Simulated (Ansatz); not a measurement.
Geometry relaxation of C (part 1 of 2)

- system: C (slab, 6 atoms in the cell)
- method: DFT PBE+D3(BJ), scalar-relativistic, plane waves, PAW, PAW set soft_1, no spin polarisation (Ansatz 0.2.0)

The structure derives from an entry of the Crystallography Open Database. The input holds or restrains some coordinates. Forces given for the steps count only the free coordinates.

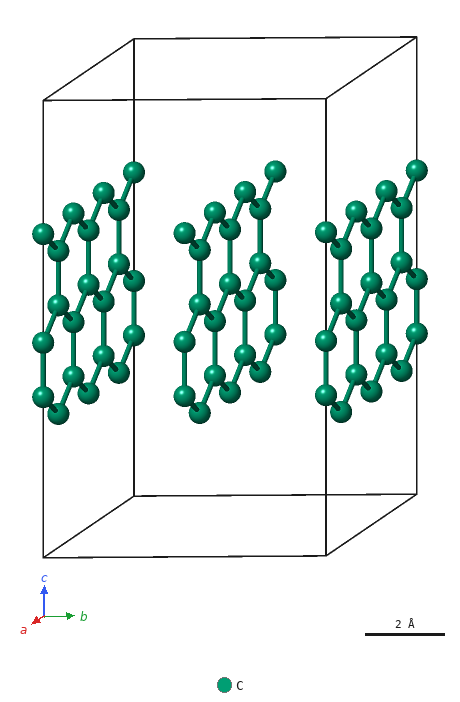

*The structure as given in the input (ball-and-stick view of the 3 × 2 repeat of the cell, with the vacuum cut short, seen slightly off an axis). An atom can appear more than once, as a periodic image.*

Near neighbours in the periodic cell (some may lie outside the picture): C has 2 C at 1.42 Å; C has 3 C at 1.42 Å.

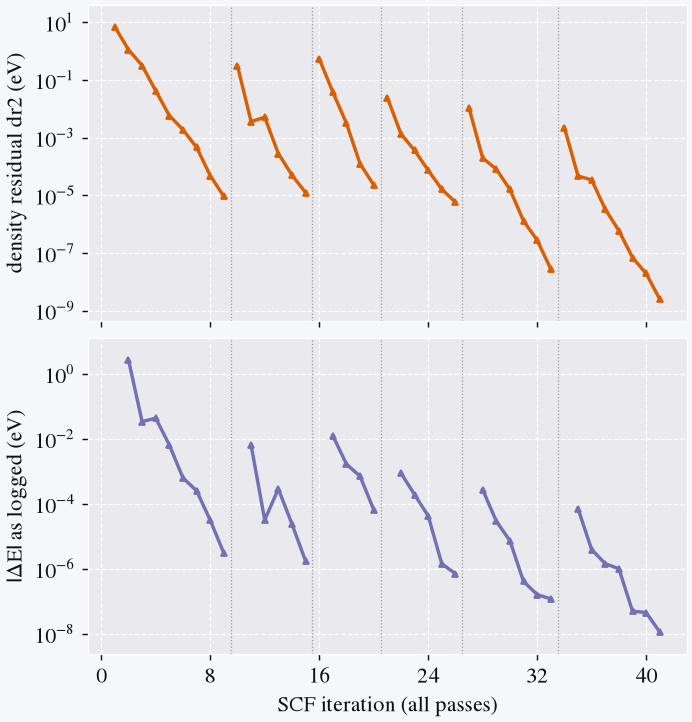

*Convergence of the self-consistent field: density residual dr2 and size of the energy change against the SCF iteration. The dotted lines part the SCF passes of the relaxation: geometry steps, rejected trials and re-solves on a re-selected basis.*

The 6 passes take 5 to 9 iterations each, 41 in all.

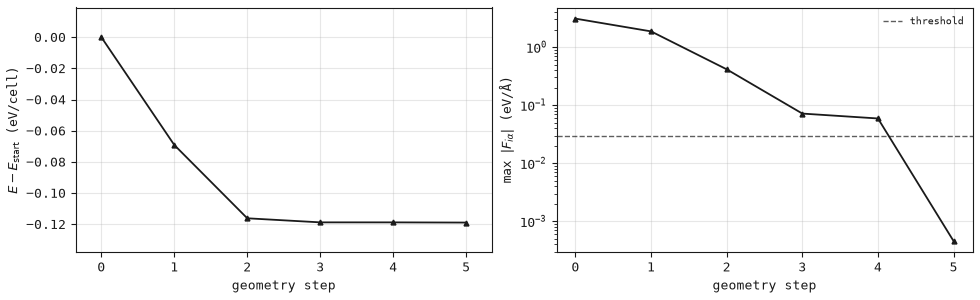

*Progress of the restrained relaxation, step by step (the first geometry is step 0 here and step 1 in the log).*

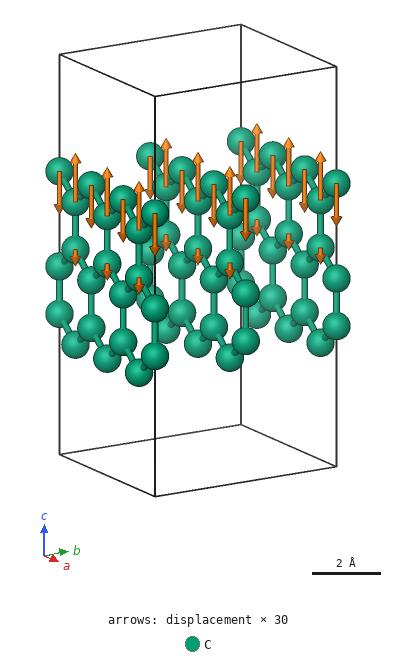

*The starting structure with the displacements as orange arrows, magnified 30 times (ball-and-stick view of the 3 × 2 repeat of the cell, with the vacuum cut short, seen slightly off an axis).*

C5 moves most: 0.049 Å. The cell stays as it was. Among the contacts that change: C4–C5 1.423 → 1.489 Å, C5–C6 1.423 → 1.379 Å, C3–C4 1.423 → 1.415 Å. Among the angles that change: C6–C5–C6 120.0° → 126.7°, C4–C5–C6 120.0° → 116.6°. Over 5 geometry steps the energy falls by 0.119 eV per cell of the calculation. The largest force component goes from 3.1 to 0.00046 eV/Å. (Atoms are counted from 1 in the order of the input.)

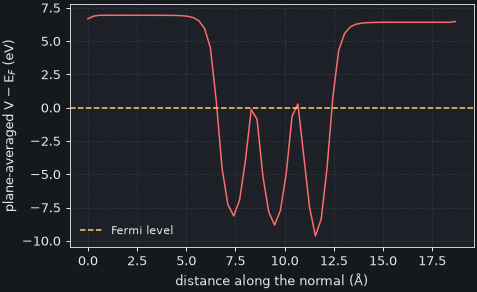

*Plane average of the electrostatic potential energy of an electron across the cell, from the Fermi level.*

The vacuum level lies 6.41 eV above the Fermi level on the upper side and 6.94 eV on the lower.

These pictures come from the run below.

**Input**
```yaml
crystal:
  lattice:
    - [2.4655793251, 0.0, 0.0]
    - [-1.2327896626, 3.3947778258, 0.0]
    - [0.0, 0.0, 18.9793770205]
  atoms:
    - { symbol: C, position: [0.5, 0.0, 0.3688213787] }
    - { symbol: C, position: [0.0, 0.0, 0.4062885605] }
    - { symbol: C, position: [0.0, 0.0, 0.4812664091] }
    - { symbol: C, position: [0.5, 0.0, 0.5187335909] }
    - { symbol: C, position: [0.5, 0.0, 0.5937114395] }
    - { symbol: C, position: [0.0, 0.0, 0.6311786213] }
basis:
  ecutwfc: 420
kpoints:
  mp_grid: { grid: [12, 9, 1] }
hamiltonian:
  xc: pbe
  pseudopotentials: { kind: paw, azcp: { folder: soft_1 } }
  dispersion: d3bj
scf:
  occupations: { method: gaussian, width: 0.05 }
output:
  forces: true
  eigenvalues: true
relax:
  adjacent_minimum: "off"
  f_tol: 0.03
  max_steps: 50
  constraints: [{ sites: [0, 1, 2] }]
efield:
  axis: 3
  dipole_correction: true
  ramp_width: 0.04
```

Run as:
```bash
ansatz run input.yaml --threads 2 --pin off --max-ram 6144MiB --backend cpu --events-out ev --progress --plain --runs-dir out
```

**Output**
```
Warning: crystal.symmetry: narrowed to the stabiliser of the k-point mesh — unitary ops 4 → 2; excluded 2 operations that carry a point of the 12×9×1 mesh (shift [0, 0, 0]) off the mesh (the run samples exactly the mesh kpoints.mp_grid names, as under crystal.symmetry.detect: false, and its converged state has the mesh's symmetry, not the crystal's; ε∞, the Born charges and the force constants of a linear response (`dielectric:` by the response, `phonons.method: dfpt`) are averaged over those of the crystal's operations that the state keeps within a tolerance, where `mesh_tensors`, `unaveraged_element` or `gamma_mean_max_change_ev_ang2` stands beside them; a row that `dielectric.field_direction` solves alone is averaged likewise, with nothing beside; a Γ-centred mesh of equal divisions is mapped onto itself by every operation and keeps the whole group, as does a half-shifted one under kpoints.further_shifts: images)
Engine: ansatz 0.2.0, aarch64-unknown-linux-gnu
Pseudopotentials: kind: paw
Pseudopotential: C, paw, valence charge 4, recommended cutoff 420 eV (normal), [file]
Functional definition: PBE
  parameter kappa = 0.804
  parameter beta = 0.06672455060314922
  exchange = pbe_x(kappa = kappa, mu = beta*pi^2/3)
  correlation = pbe_c(beta = beta)
Crystal: 6 atoms, lattice volume = 158.859 Å³
Basis set: ecut = 420 eV, 3065 PW (Γ), exchange–correlation on 36×50×256 points (8 copies of the dense FFT grid, shifted against one another)
Bands: 18, of which v1, the nominal top of the filled ones, is band 12 counted from 1 (11 counted from 0)
Symmetry: 2 space group operations
k-points: 55 of 108
Non-local potential: C, projectors of the file, l = 0: 2, l = 1: 2, l = 2: 1
PAW form: soft (Blöchl's): semilocal exchange-correlation on the pseudo side does not see the compensation charge
PAW one-centre angular grid: C, 110 points (default); XC on 64 Gauss nodes
Initial density: superposition of atomic densities (neutral atoms: chi_scale 0, normalization atom)
Initial wavefunctions: pseudopotential atomic-orbital guess
Functional: x = pbe(κ = 0.804, μ = 0.2195149727645171), c = pbe(β = 0.06672455060314922)
SCF iter   1: F=—  HF=-1502.520360 eV  |F-HF|=—  |Δ(HF+E_count)|=         —  Δρ=7.02e-2  dr2=6.89e0  ethr=3.10e-3  p=0.000 e·Å  D=1.91e-14 V/Å  ΔV_dip=-0.00 eV  dr2_dipole=3.94e-6  V_vac-E_F(+/−)=8.71/8.71 eV  ⟨swp⟩=7.6  Hψ=6286  notcnv=0  defer=9
efield: sawtooth ramp at fractional position 0.9800 (placed from the atoms, in the widest stretch of the axis that holds none; the zero of the levels goes with the place), width 0.0400; the density the first Hamiltonian is built on has a dipole p = 0.000 e·Å; the dipole correction subtracts the counter field D = 1.91e-14 V/Å, which shifts the + side's vacuum level by -0.00 eV against the − side's; the planar-averaged density in the ramp window peaks in size at 2.7e-7 e/Å³
preconditioner: auto → LDOS  [metal: Δε(μ)=0.025 eV  Ē_g=13.972 eV  σ=0.050 eV  W_gap=0.26  n_scr=22 (ndim 8)  ℏωp=14.4 eV  f_vac=0.565  D(μ)=6.14/eV (n_scr^D=36)  β→1.0]
SCF iter   2: F=—  HF=-1499.799182 eV  |F-HF|=—  |Δ(HF+E_count)|=    2.72e0  Δρ=1.68e-2  dr2=1.13e0  ethr=3.10e-3  p=-0.000 e·Å  D=-1.39e-4 V/Å  ΔV_dip=0.00 eV  dr2_dipole=2.67e-4  V_vac-E_F(+/−)=8.09/8.09 eV  ⟨swp⟩=3.5  Hψ=2848  notcnv=0  defer=80
SCF iter   3: F=—  HF=-1499.765047 eV  |F-HF|=—  |Δ(HF+E_count)|=   3.41e-2  Δρ=7.55e-3  dr2=3.18e-1  ethr=3.10e-3  p=0.000 e·Å  D=1.42e-4 V/Å  ΔV_dip=-0.00 eV  dr2_dipole=9.95e-5  V_vac-E_F(+/−)=7.70/7.70 eV  ⟨swp⟩=3.0  Hψ=2129  notcnv=0  defer=75
SCF iter   4: F=—  HF=-1499.721511 eV  |F-HF|=—  |Δ(HF+E_count)|=   4.35e-2  Δρ=2.68e-3  dr2=4.21e-2  ethr=1.32e-3  p=-0.000 e·Å  D=-1.57e-4 V/Å  ΔV_dip=0.00 eV  dr2_dipole=1.51e-5  V_vac-E_F(+/−)=7.13/7.12 eV  ⟨swp⟩=2.5  Hψ=1424  notcnv=0  defer=74
SCF iter   5: F=—  HF=-1499.715022 eV  |F-HF|=—  |Δ(HF+E_count)|=   6.49e-3  Δρ=1.49e-3  dr2=5.83e-3  ethr=1.75e-4  p=-0.000 e·Å  D=-1.59e-4 V/Å  ΔV_dip=0.00 eV  dr2_dipole=5.48e-4  V_vac-E_F(+/−)=6.90/6.90 eV  ⟨swp⟩=3.5  Hψ=1941  notcnv=0  defer=73
SCF iter   6: F=—  HF=-1499.714389 eV  |F-HF|=—  |Δ(HF+E_count)|=   6.33e-4  Δρ=8.57e-4  dr2=1.88e-3  ethr=2.43e-5  p=0.000 e·Å  D=7.39e-6 V/Å  ΔV_dip=-0.00 eV  dr2_dipole=3.30e-5  V_vac-E_F(+/−)=6.86/6.86 eV  ⟨swp⟩=1.7  Hψ=1199  notcnv=0  defer=73
SCF iter   7: F=—  HF=-1499.714136 eV  |F-HF|=—  |Δ(HF+E_count)|=   2.53e-4  Δρ=4.01e-4  dr2=4.60e-4  ethr=7.82e-6  p=-0.000 e·Å  D=-4.16e-5 V/Å  ΔV_dip=0.00 eV  dr2_dipole=6.87e-5  V_vac-E_F(+/−)=6.85/6.85 eV  ⟨swp⟩=2.6  Hψ=1476  notcnv=0  defer=73
SCF iter   8: F=—  HF=-1499.714105 eV  |F-HF|=—  |Δ(HF+E_count)|=   3.15e-5  Δρ=1.27e-4  dr2=4.80e-5  ethr=1.92e-6  p=0.000 e·Å  D=1.88e-5 V/Å  ΔV_dip=-0.00 eV  dr2_dipole=5.52e-6  V_vac-E_F(+/−)=6.85/6.85 eV  ⟨swp⟩=2.2  Hψ=1217  notcnv=0  defer=73
SCF iter   9: F=-1499.714095 eV  HF=-1499.714102 eV  |F-HF|=6.53e-6  |Δ(HF+E_count)|=   3.03e-6  Δρ=6.52e-5  dr2=9.15e-6  ethr=9.38e-8  p=-0.000 e·Å  D=-5.34e-6 V/Å  ΔV_dip=0.00 eV  dr2_dipole=1.48e-6  V_vac-E_F(+/−)=6.87/6.87 eV  ⟨swp⟩=14.4  Hψ=6544  notcnv=0
SCF 1 converged in 9 iterations: F = -1499.714095 eV  dr2 = 9.15e-6
  greatest PAW one-centre occupation: 0.693 electrons in one spin orbital (limit 2), on the C atom at site 0 (counted from 0), in its partial waves of l = 0
relax step   1: F+E_penalty+E_count = -1499.71409544 eV  Δ(F+E_penalty+E_count) = +0.000e0 eV  max|allowed force component| = 3.089e0 eV/Å  Δτ_max = 0.0000 Å  (9 SCF iters, dr2 threshold 2.25e-5 eV, accepted)
Initial density: handed on by an earlier stage of this run
Initial wavefunctions: those handed on with the density
iter 1 solved again at ethr=1.34e-3 eV; its pass at ethr=3.10e-3 eV (dr2=3.21e-1 eV) is discarded
SCF iter   1: F=—  HF=-1499.790081 eV  |F-HF|=—  |Δ(HF+E_count)|=         —  Δρ=5.27e-3  dr2=3.09e-1  ethr=1.34e-3  p=-0.000 e·Å  D=-5.34e-6 V/Å  ΔV_dip=0.00 eV  dr2_dipole=1.43e-1  V_vac-E_F(+/−)=6.84/6.84 eV  ⟨swp⟩=1.0  Hψ=3441  notcnv=0  defer=71
efield: sawtooth ramp at fractional position 0.9800 (handed on by an earlier solve), width 0.0400; the density the first Hamiltonian is built on has a dipole p = -0.000 e·Å; the dipole correction subtracts the counter field D = -5.34e-6 V/Å, which shifts the + side's vacuum level by +0.00 eV against the − side's; the planar-averaged density in the ramp window peaks in size at 2.2e-7 e/Å³
preconditioner: auto → LDOS  [metal: Δε(μ)=0.018 eV  Ē_g=13.214 eV  σ=0.050 eV  W_gap=0.20  n_scr=22 (ndim 8)  ℏωp=14.4 eV  f_vac=0.574  D(μ)=4.87/eV (n_scr^D=32)  β→1.0]
SCF iter   2: F=—  HF=-1499.783572 eV  |F-HF|=—  |Δ(HF+E_count)|=   6.51e-3  Δρ=1.35e-3  dr2=3.61e-3  ethr=1.29e-3  p=0.007 e·Å  D=8.24e-3 V/Å  ΔV_dip=-0.16 eV  dr2_dipole=5.10e-4  V_vac-E_F(+/−)=6.74/6.90 eV  ⟨swp⟩=1.8  Hψ=976  notcnv=0  defer=71
SCF iter   3: F=—  HF=-1499.783603 eV  |F-HF|=—  |Δ(HF+E_count)|=   3.19e-5  Δρ=1.01e-3  dr2=5.09e-3  ethr=1.51e-5  p=0.008 e·Å  D=8.64e-3 V/Å  ΔV_dip=-0.16 eV  dr2_dipole=1.61e-3  V_vac-E_F(+/−)=6.74/6.91 eV  ⟨swp⟩=2.0  Hψ=1756  notcnv=0  defer=71
SCF iter   4: F=—  HF=-1499.783314 eV  |F-HF|=—  |Δ(HF+E_count)|=   2.90e-4  Δρ=2.80e-4  dr2=2.79e-4  ethr=1.51e-5  p=0.008 e·Å  D=8.67e-3 V/Å  ΔV_dip=-0.16 eV  dr2_dipole=9.99e-7  V_vac-E_F(+/−)=6.74/6.90 eV  ⟨swp⟩=1.8  Hψ=1177  notcnv=0  defer=71
SCF iter   5: F=—  HF=-1499.783290 eV  |F-HF|=—  |Δ(HF+E_count)|=   2.40e-5  Δρ=1.25e-4  dr2=5.03e-5  ethr=4.17e-7  p=0.008 e·Å  D=9.41e-3 V/Å  ΔV_dip=-0.18 eV  dr2_dipole=2.00e-6  V_vac-E_F(+/−)=6.73/6.91 eV  ⟨swp⟩=11.5  Hψ=6185  notcnv=0
SCF iter   6: F=-1499.783275 eV  HF=-1499.783288 eV  |F-HF|=1.28e-5  |Δ(HF+E_count)|=   1.74e-6  Δρ=4.91e-5  dr2=1.24e-5  ethr=2.10e-7  p=0.008 e·Å  D=9.55e-3 V/Å  ΔV_dip=-0.18 eV  dr2_dipole=4.01e-6  V_vac-E_F(+/−)=6.73/6.91 eV  ⟨swp⟩=8.3  Hψ=4654  notcnv=0
SCF 2 converged in 6 iterations: F = -1499.783275 eV  dr2 = 1.24e-5
  greatest PAW one-centre occupation: 0.696 electrons in one spin orbital (limit 2), on the C atom at site 5 (counted from 0), in its partial waves of l = 0
relax step   2: F+E_penalty+E_count = -1499.78327540 eV  Δ(F+E_penalty+E_count) = -6.918e-2 eV  max|allowed force component| = 1.862e0 eV/Å  Δτ_max = 0.0178 Å  (6 SCF iters, dr2 threshold 1.00e-4 eV, accepted)
iter 1 solved again at ethr=2.43e-3 eV; its pass at ethr=3.10e-3 eV (dr2=5.84e-1 eV) is discarded
SCF iter   1: F=—  HF=-1499.845215 eV  |F-HF|=—  |Δ(HF+E_count)|=         —  Δρ=7.42e-3  dr2=5.50e-1  ethr=2.43e-3  p=0.008 e·Å  D=9.55e-3 V/Å  ΔV_dip=-0.18 eV  dr2_dipole=2.52e-1  V_vac-E_F(+/−)=6.71/6.89 eV  ⟨swp⟩=1.0  Hψ=3829  notcnv=0  defer=68
efield: sawtooth ramp at fractional position 0.9800 (handed on by an earlier solve), width 0.0400; the density the first Hamiltonian is built on has a dipole p = 0.008 e·Å; the dipole correction subtracts the counter field D = 9.55e-3 V/Å, which shifts the + side's vacuum level by -0.18 eV against the − side's; the planar-averaged density in the ramp window peaks in size at 8.4e-7 e/Å³
preconditioner: auto → LDOS  [metal: Δε(μ)=0.010 eV  Ē_g=13.273 eV  σ=0.050 eV  W_gap=0.12  n_scr=22 (ndim 8)  ℏωp=14.4 eV  f_vac=0.575  D(μ)=5.66/eV (n_scr^D=36)  β→1.0]
SCF iter   2: F=—  HF=-1499.832630 eV  |F-HF|=—  |Δ(HF+E_count)|=   1.26e-2  Δρ=3.18e-3  dr2=3.84e-2  ethr=2.29e-3  p=0.018 e·Å  D=2.04e-2 V/Å  ΔV_dip=-0.39 eV  dr2_dipole=1.34e-2  V_vac-E_F(+/−)=6.54/6.92 eV  ⟨swp⟩=1.6  Hψ=971  notcnv=0  defer=68
SCF iter   3: F=—  HF=-1499.830948 eV  |F-HF|=—  |Δ(HF+E_count)|=   1.68e-3  Δρ=1.62e-3  dr2=3.13e-3  ethr=1.60e-4  p=0.020 e·Å  D=2.24e-2 V/Å  ΔV_dip=-0.43 eV  dr2_dipole=1.15e-5  V_vac-E_F(+/−)=6.53/6.95 eV  ⟨swp⟩=2.2  Hψ=1766  notcnv=0  defer=69
SCF iter   4: F=—  HF=-1499.830239 eV  |F-HF|=—  |Δ(HF+E_count)|=   7.09e-4  Δρ=2.46e-4  dr2=1.23e-4  ethr=1.30e-5  p=0.020 e·Å  D=2.30e-2 V/Å  ΔV_dip=-0.44 eV  dr2_dipole=1.42e-5  V_vac-E_F(+/−)=6.50/6.94 eV  ⟨swp⟩=2.0  Hψ=1656  notcnv=0  defer=69
SCF iter   5: F=-1499.830295 eV  HF=-1499.830306 eV  |F-HF|=1.08e-5  |Δ(HF+E_count)|=   6.67e-5  Δρ=9.29e-5  dr2=2.28e-5  ethr=4.17e-7  p=0.020 e·Å  D=2.33e-2 V/Å  ΔV_dip=-0.44 eV  dr2_dipole=3.38e-7  V_vac-E_F(+/−)=6.50/6.94 eV  ⟨swp⟩=11.9  Hψ=6008  notcnv=0
SCF 3 converged in 5 iterations: F = -1499.830295 eV  dr2 = 2.28e-5
  greatest PAW one-centre occupation: 0.698 electrons in one spin orbital (limit 2), on the C atom at site 5 (counted from 0), in its partial waves of l = 0
relax step   3: F+E_penalty+E_count = -1499.83029507 eV  Δ(F+E_penalty+E_count) = -4.702e-2 eV  max|allowed force component| = 4.138e-1 eV/Å  Δτ_max = 0.0239 Å  (5 SCF iters, dr2 threshold 1.00e-4 eV, accepted)
```
